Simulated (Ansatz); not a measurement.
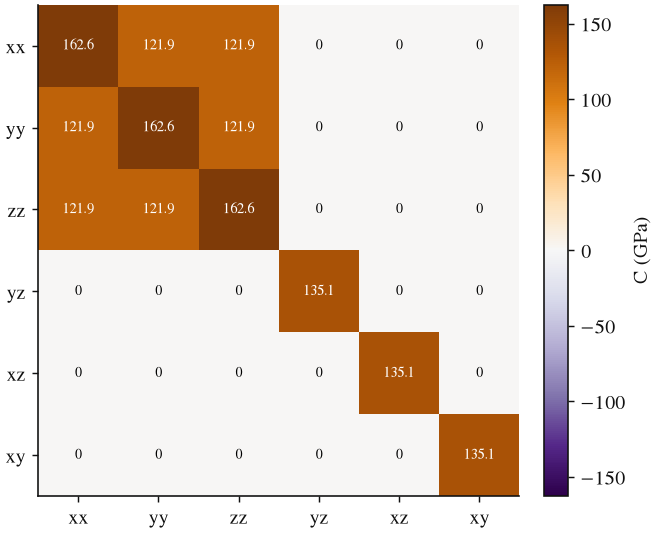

Caption: Stiffness matrix in Voigt order for ScAl, space group Pm-3m (No. 221).

All six eigenvalues of the matrix are positive (the least is 40.7 GPa), so the crystal is mechanically stable. Over all directions E runs from 58 to 304 GPa, a ratio of 5.2, a strong anisotropy. E is 58 GPa along x, y and z alike, and 304 GPa along the body diagonal x + y + z. The Hill averages are K = 136 GPa and G = 65 GPa, Poisson's ratio 0.29; K/G = 2.07, above Pugh's empirical 1.75, a sign of ductile behaviour in a metal.

Computed with Ansatz 0.2.0: elastic stress-strain coefficients at zero temperature from small strains of the given cell, Voigt order xx yy zz yz xz xy, Cartesian axes of the cell vectors; plane waves with PAW datasets, Γ-centred k mesh. Level: PBEsol, no spin polarisation.

- wave cutoff: 420 eV
- k mesh: 14×14×14
- occupations: Fermi–Dirac
- smearing width: 0.15 eV
- ions: relaxed
- strain amplitude: 0.005

The given structure:
```yaml
crystal:
  lattice:
    - [3.19400, 0.00000, 0.00000]
    - [0.00000, 3.19400, 0.00000]
    - [0.00000, 0.00000, 3.19400]
  atoms:
    - { symbol: Sc, position: [0.50000, 0.50000, 0.50000] }
    - { symbol: Al, position: [0.00000, 0.00000, 0.00000] }
```

Limits of the calculation: metal sensitive to the k mesh.

Input file:
```
crystal:
  lattice:
    - [3.1939958152, 0.0, 0.0]
    - [0.0, 3.1939958152, 0.0]
    - [0.0, 0.0, 3.1939958152]
  atoms:
    - { symbol: Sc, position: [0.5, 0.5, 0.5] }
    - { symbol: Al, position: [0.0, 0.0, 0.0] }
basis:
  ecutwfc: 420
kpoints:
  mp_grid: { grid: [14, 14, 14] }
hamiltonian:
  xc: pbesol
scf:
  occupations: { method: fermi_dirac, width: 0.15 }
output:
  forces: true
  stress: true
  eigenvalues: true
elastic:
  mode: relaxed_ion
  amplitude: 0.005
```

Launched with:
```bash
ansatz run input.yaml --threads 1 --pin off --max-ram 3072MiB --backend cpu --events-out ev --progress --plain --runs-dir out
```
